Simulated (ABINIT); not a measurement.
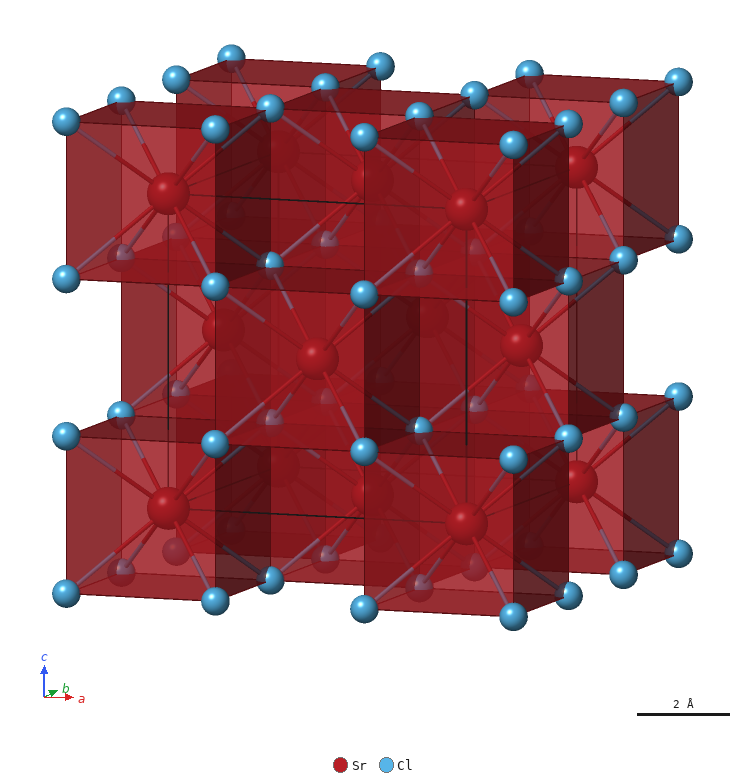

Figure 1. The structure (polyhedral view of the cell 4 times as large as that of the calculation, set on its symmetry axes, seen slightly off an axis; polyhedra are completed across the faces of the cell). An atom can appear more than once, as a periodic image.

**SrCl₂: Bethe–Salpeter calculation (part 1 of 2)**

The run: Bethe–Salpeter calculation of SrCl₂ (Fm-3m, 3 atoms in the cell). Method and program: Kohn-Sham DFT of a periodic cell, PBE, SG15 NC PBE v1.2, BSE, no spin polarisation (ABINIT 10.8.3).

The structure derives from an entry of the Crystallography Open Database.

The input
```
# Datasets
ndtset 3

# Pseudopotentials
pp_dirpath "./"
pseudos "Sr_ONCV_PBE-1.2.upf, Cl_ONCV_PBE-1.2.upf"

# Structure
acell 3*1.0 Angstrom
rprim
     0.0000000000     3.4883500000     3.4883500000
     3.4883500000     0.0000000000     3.4883500000
     3.4883500000     3.4883500000     0.0000000000
ntypat 2
znucl 38 17
natom 3
typat 1 2 2
xred
            0.0            0.0            0.0
            3/4            3/4            3/4
            1/4            1/4            1/4

# Plane-wave basis
ecut 26.0

# k points
kptopt 1
ngkpt 4 4 4
nshiftk 1
shiftk 0.11 0.21 0.31
chksymbreak 0
istwfk *1

# Exchange and correlation
ixc 11

# Bands and occupations
occopt 1

# SCF cycle
nstep 80
diemac 6.0

# Output
iomode 3
prteig 0
prtebands 0

# Dataset 1: ground state
nband1 12
tolvrs1 1.0e-12
prtden1 1
prtwf1 0
ngkpt1 4 4 4
nshiftk1 1
shiftk1 0.0 0.0 0.0

# Dataset 2: empty bands at fixed density
iscf2 -2
getden2 1
nband2 21
nbdbuf2 4
tolwfr2 1.0e-12
nstep2 120
prtden2 0

# Dataset 3: Bethe-Salpeter equation, Tamm-Dancoff
optdriver3 99
getwfk3 2
getden3 1
bs_calctype3 1
mbpt_sciss3 3.1 eV
bs_exchange_term3 1
bs_coulomb_term3 21
mdf_epsinf3 2.84
bs_coupling3 0
bs_algorithm3 1
bs_loband3 10
nband3 15
ecutwfn3 25.0
ecuteps3 4.0
bs_freq_mesh3 0.0 18.0 0.05 eV
zcut3 0.3 eV
inclvkb3 2
```

Run on 1 thread of Arm Neoverse V1, 112 GiB of memory available, shared host.

Launch command:
```bash
abinit run.abi > log 2>&1
```

The program's output
```
.Version 10.8.3 of ABINIT
 DATASET    1 : space group Fm -3 m (#225); Bravais cF (face-center cubic)
================================================================================
 Values of the parameters that define the memory need for DATASET  1.
     intxc =       0    ionmov =       0      iscf =       7    lmnmax =       6
     lnmax =       6     mgfft =      45  mpssoang =       3    mqgrid =    3001
     natom =       3  nloc_mem =       1    nspden =       1   nspinor =       1
    nsppol =       1      nsym =      48    n1xccc =       0    ntypat =       2
    occopt =       1   xclevel =       2
       mpw =        3695          nfft =       91125          nkpt =           8
================================================================================
================================================================================

 DATASET    2 : space group Fm -3 m (#225); Bravais cF (face-center cubic)
================================================================================
 Values of the parameters that define the memory need for DATASET  2.
     intxc =       0    ionmov =       0      iscf =      -2    lmnmax =       6
     lnmax =       6     mgfft =      45  mpssoang =       3    mqgrid =    3001
     natom =       3  nloc_mem =       1    nspden =       1   nspinor =       1
    nsppol =       1      nsym =      48    n1xccc =       0    ntypat =       2
    occopt =       1   xclevel =       2
       mpw =        3654          nfft =       91125          nkpt =          64
================================================================================
================================================================================

 DATASET    3 : space group Fm -3 m (#225); Bravais cF (face-center cubic)
================================================================================
 Values of the parameters that define the memory need for DATASET  3.
     intxc =       0    ionmov =       0      iscf =       7    lmnmax =       6
     lnmax =       6     mgfft =      45  mpssoang =       3    mqgrid =    3001
     natom =       3  nloc_mem =       1    nspden =       1   nspinor =       1
    nsppol =       1      nsym =      48    n1xccc =       0    ntypat =       2
    occopt =       1   xclevel =       2
       mpw =        3446          nfft =       91125          nkpt =          64
================================================================================
================================================================================

--------------------------------------------------------------------------------
------------- Echo of variables that govern the present computation ------------
--------------------------------------------------------------------------------
 -outvars: echo values of preprocessed input variables --------
            acell      1.8897261259E+00  1.8897261259E+00  1.8897261259E+00 Bohr
              amu      8.76200000E+01  3.54527000E+01
     bs_algorithm1          2
     bs_algorithm2          2
     bs_algorithm3          1
  bs_coulomb_term1         11
  bs_coulomb_term2         11
  bs_coulomb_term3         21
     bs_freq_mesh1     0.00000000E+00  0.00000000E+00  3.67493222E-04 Hartree
     bs_freq_mesh2     0.00000000E+00  0.00000000E+00  3.67493222E-04 Hartree
     bs_freq_mesh3     0.00000000E+00  6.61487799E-01  1.83746611E-03 Hartree
        bs_loband1          0
        bs_loband2          0
        bs_loband3         10
      chksymbreak           0
           diemac      6.00000000E+00
             ecut1     2.60000000E+01 Hartree
             ecut2     2.60000000E+01 Hartree
             ecut3     2.50000000E+01 Hartree
          ecuteps1     0.00000000E+00 Hartree
          ecuteps2     0.00000000E+00 Hartree
          ecuteps3     4.00000000E+00 Hartree
          ecutwfn1     0.00000000E+00 Hartree
          ecutwfn2     0.00000000E+00 Hartree
          ecutwfn3     2.50000000E+01 Hartree
           getden1          0
           getden2          1
           getden3          1
           getwfk1          0
           getwfk2          0
           getwfk3          2
             iscf1          7
             iscf2         -2
             iscf3          7
              ixc          11
           jdtset        1    2    3
                       outvar_i_n : Printing only first  50 k-points.
         kptrlatt        4    0    0      0    4    0      0    0    4
          kptrlen      3.72901310E+01
       mbpt_sciss1     0.00000000E+00 Hartree
       mbpt_sciss2     0.00000000E+00 Hartree
       mbpt_sciss3     1.13922899E-01 Hartree
       mdf_epsinf1     0.00000000E+00
       mdf_epsinf2     0.00000000E+00
       mdf_epsinf3     2.84000000E+00
            natom           3
            nband1         12
            nband2         21
            nband3         15
           nbdbuf1          0
           nbdbuf2          4
           nbdbuf3          0
           ndtset           3
            ngfft          45      45      45
             nkpt1          8
             nkpt2         64
             nkpt3         64
           npweps1          0
           npweps2          0
           npweps3        229
            nstep1         80
            nstep2        120
            nstep3         80
             nsym          48
           ntypat           2
        optdriver1          0
        optdriver2          0
        optdriver3         99
           prtden1          1
           prtden2          0
           prtden3          1
        prtebands           0
           prteig           0
            prtwf1          0
            prtwf2          1
            prtwf3          1
            rprim      0.0000000000E+00  3.4883500000E+00  3.4883500000E+00
                       3.4883500000E+00  0.0000000000E+00  3.4883500000E+00
                       3.4883500000E+00  3.4883500000E+00  0.0000000000E+00
           shiftk1     0.00000000E+00  0.00000000E+00  0.00000000E+00
           shiftk2     1.10000000E-01  2.10000000E-01  3.10000000E-01
           shiftk3     1.10000000E-01  2.10000000E-01  3.10000000E-01
          spgroup         225
           tolvrs1     1.00000000E-12
           tolvrs2     0.00000000E+00
           tolvrs3     0.00000000E+00
           tolwfr1     0.00000000E+00
           tolwfr2     1.00000000E-12
           tolwfr3     0.00000000E+00
            typat      1  2  2
                       outvars : Printing only first  50 k-points.
           xangst      0.0000000000E+00  0.0000000000E+00  0.0000000000E+00
                       5.2325250000E+00  5.2325250000E+00  5.2325250000E+00
                       1.7441750000E+00  1.7441750000E+00  1.7441750000E+00
            xcart      0.0000000000E+00  0.0000000000E+00  0.0000000000E+00
                       9.8880391970E+00  9.8880391970E+00  9.8880391970E+00
                       3.2960130657E+00  3.2960130657E+00  3.2960130657E+00
             xred      0.0000000000E+00  0.0000000000E+00  0.0000000000E+00
                       7.5000000000E-01  7.5000000000E-01  7.5000000000E-01
                       2.5000000000E-01  2.5000000000E-01  2.5000000000E-01
             zcut1     3.67493260E-03 Hartree
             zcut2     3.67493260E-03 Hartree
             zcut3     1.10247967E-02 Hartree
            znucl       38.00000   17.00000

================================================================================

 chkinp: Checking input parameters for consistency, jdtset=   1.

 chkinp: Checking input parameters for consistency, jdtset=   2.

 chkinp: Checking input parameters for consistency, jdtset=   3.

================================================================================
== DATASET  1 ==================================================================

--- !DatasetInfo
iteration_state: {dtset: 1, }
dimensions: {natom: 3, nkpt: 8, mband: 12, nsppol: 1, nspinor: 1, nspden: 1, mpw: 3695, }
cutoff_energies: {ecut:  26.0, pawecutdg:  -1.0, }
electrons: {nelect:   2.40000000E+01, charge:   0.00000000E+00, occopt:   1.00000000E+00, tsmear:   1.00000000E-02, }
meta: {optdriver: 0, ionmov: 0, optcell: 0, iscf: 7, paral_kgb: 0, }
...

 Exchange-correlation functional for the present dataset will be:
  GGA: Perdew-Burke-Ernzerhof functional - ixc=11
  J.P.Perdew, K.Burke, M.Ernzerhof, PRL 77, 3865 (1996)

 Real(R)+Recip(G) space primitive vectors, cartesian coordinates (Bohr,Bohr^-1):
 R(1)=  0.0000000  6.5920261  6.5920261  G(1)= -0.0758492  0.0758492  0.0758492
 R(2)=  6.5920261  0.0000000  6.5920261  G(2)=  0.0758492 -0.0758492  0.0758492
 R(3)=  6.5920261  6.5920261  0.0000000  G(3)=  0.0758492  0.0758492 -0.0758492
 Unit cell volume ucvol=  5.7291047E+02 bohr^3
 Angles (23,13,12)=  6.00000000E+01  6.00000000E+01  6.00000000E+01 degrees

 getcut: wavevector=  0.0000  0.0000  0.0000  ngfft=  45  45  45
         ecut(hartree)=     26.000   => boxcut(ratio)=   2.05621

--- Pseudopotential description ------------------------------------------------
- pspini: atom type   1  psp file is ./Sr_ONCV_PBE-1.2.upf
  38.00000  10.00000  150105                  znucl, zion, pspdat
12 -101130 2 -1 602                           pspcod,pspxc,lmax,lloc,mmax
     nproj     2     2     2

- pspini: atom type   2  psp file is ./Cl_ONCV_PBE-1.2.upf
  17.00000   7.00000  150415                  znucl, zion, pspdat
12 -101130 1 -1 602                           pspcod,pspxc,lmax,lloc,mmax
     nproj     2     2     0

   7.00332976E+02                                ecore*ucvol(ha*bohr**3)
--------------------------------------------------------------------------------

================================================================================

--- !BeginCycle
iteration_state: {dtset: 1, }
solver: {iscf: 7, nstep: 80, nline: 4, wfoptalg: 0, }
tolerances: {tolvrs: 1.00E-12, }
...

     iter   Etot(hartree)      deltaE(h)  residm     vres2
 ETOT  1  -61.569316371978    -6.157E+01 8.758E-02 7.326E+01
 ETOT  2  -61.597227221450    -2.791E-02 1.461E-06 1.419E+01
 ETOT  3  -61.600072651158    -2.845E-03 3.518E-05 5.110E-01
 ETOT  4  -61.600119470728    -4.682E-05 1.661E-06 2.523E-02
 ETOT  5  -61.600120744223    -1.273E-06 1.519E-08 2.132E-03
 ETOT  6  -61.600120813969    -6.975E-08 5.954E-10 5.264E-05
 ETOT  7  -61.600120818712    -4.743E-09 1.902E-11 7.917E-07
 ETOT  8  -61.600120818774    -6.245E-11 3.070E-12 8.822E-09
 ETOT  9  -61.600120818779    -5.087E-12 1.056E-14 1.633E-10
 ETOT 10  -61.600120818777     2.508E-12 7.484E-17 1.798E-12
 ETOT 11  -61.600120818777    -3.553E-13 5.277E-18 4.348E-14

 At SCF step   11       vres2   =  4.35E-14 < tolvrs=  1.00E-12 =>converged.

 Cartesian components of stress tensor (hartree/bohr^3)
  sigma(1 1)= -3.35081133E-05  sigma(3 2)=  0.00000000E+00
  sigma(2 2)= -3.35081133E-05  sigma(3 1)=  0.00000000E+00
  sigma(3 3)= -3.35081133E-05  sigma(2 1)=  0.00000000E+00

--- !ResultsGS
iteration_state: {dtset: 1, }
comment   : Summary of ground state results
lattice_vectors:
- [  0.0000000,   6.5920261,   6.5920261, ]
- [  6.5920261,   0.0000000,   6.5920261, ]
- [  6.5920261,   6.5920261,   0.0000000, ]
lattice_lengths: [   9.32253,    9.32253,    9.32253, ]
lattice_angles: [ 60.000,  60.000,  60.000, ] # degrees, (23, 13, 12)
lattice_volume:   5.7291047E+02
convergence: {deltae: -3.553E-13, res2:  4.348E-14, residm:  5.277E-18, diffor: null, }
etotal    :  -6.16001208E+01
entropy   :   0.00000000E+00
fermie    :   6.04823373E-02
cartesian_stress_tensor: # hartree/bohr^3
- [ -3.35081133E-05,   0.00000000E+00,   0.00000000E+00, ]
- [  0.00000000E+00,  -3.35081133E-05,   0.00000000E+00, ]
- [  0.00000000E+00,   0.00000000E+00,  -3.35081133E-05, ]
pressure_GPa:   9.8584E-01
xred      :
- [  0.0000E+00,   0.0000E+00,   0.0000E+00, Sr]
- [  7.5000E-01,   7.5000E-01,   7.5000E-01, Cl]
- [  2.5000E-01,   2.5000E-01,   2.5000E-01, Cl]
cartesian_forces: # hartree/bohr
- [ -6.14965484E-32,   6.14965484E-32,  -6.14965484E-32, ]
- [  1.22993097E-31,  -1.22993097E-31,   1.22993097E-31, ]
- [ -6.14965484E-32,   6.14965484E-32,  -6.14965484E-32, ]
force_length_stats: {min:   1.06515146E-31, max:   2.13030293E-31, mean:   1.42020195E-31, }
...

 Integrated electronic density in atomic spheres:
 ------------------------------------------------
 Atom  Sphere_radius  Integrated_density
    1        2.00000          6.76026957
    2        2.00000          5.08298754
    3        2.00000          5.08298754
================================================================================

 ----iterations are completed or convergence reached----
```
